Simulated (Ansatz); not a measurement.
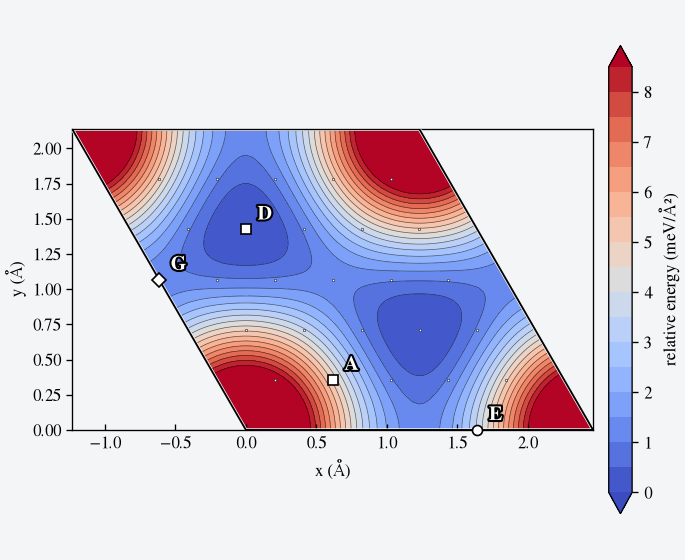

A bilayer of two C sheets (4 atoms in the cell). The upper layer of a bilayer is slid over the lower one; relaxed at each slide: nothing; the origin of the map has C3 above C1; the distance between the facing planes is held at 3.06 Å. Places are given modulo a cell vector. The map is drawn in real space over the plane of the slide. The grid has 6 × 6 points; 7 points were computed and 29 follow by symmetry. Energies: meV/Å², counted from the lowest grid point. At a held distance the lowest stacking need not be the one that binds best once the distance relaxes. These are results of DFT PBE+D3(BJ), scalar-relativistic, plane waves, PAW (Ansatz), not measurements. Settings: cutoff 420 eV, k-mesh 15×15×1, gaussian smearing 0.1 eV, no spin polarisation.

The picture shows filled contours, dots at the grid points, the outline of one cell of the plane, one colour for all values above the top of the scale, lettered points. Between grid points the surface is interpolated.

Q: Is E the lowest point of the computed grid?

A: No. E lies 3.6 meV/Å² above the lowest grid point, which is at (2/6, 4/6) of the cell vectors.

Q: What kind of point is each of A, D, E, G: minimum, saddle, maximum or slope?

A: A: on a slope; D: minimum; E: on a slope; G: saddle point. (In these two coordinates alone; a stationary point may lie a little off the grid point.)

Q: Rank the lettered points by energy, lowest first.

A: D (0.0 meV/Å²), G (1.2 meV/Å²), E (3.6 meV/Å²), A (4.9 meV/Å²).

PAW datasets: the set soft_1.
